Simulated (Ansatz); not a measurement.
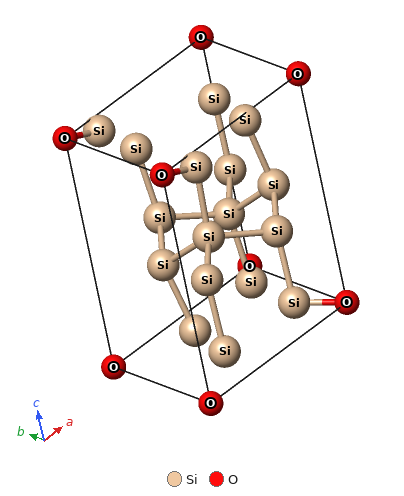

We look at a ball-and-stick model of the crystal slightly off an axis. The box is the simulation cell; atoms on or close to its faces, edges and corners are drawn wherever they repeat. Cell: a = 7.685 Å, b = 7.685 Å, c = 7.685 Å, α = 60.00°, β = 60.00°, γ = 60.00°.

The material is Si16O. The cell has no symmetry but its translations (space group P1). With Z = 1, the cell contains 16 Si, 1 O. O bonds to two Si in a bent arrangement at about 1.7 Å. The bonds build a three-dimensional framework.

The structure was taken from a structure listed in the Materials Project, repeated into a supercell with a point defect put in. The cell was then strained or its atoms displaced on purpose. The atoms were relaxed in a fixed cell with Ansatz, DFT PBEsol, scalar-relativistic, plane waves, PAW.
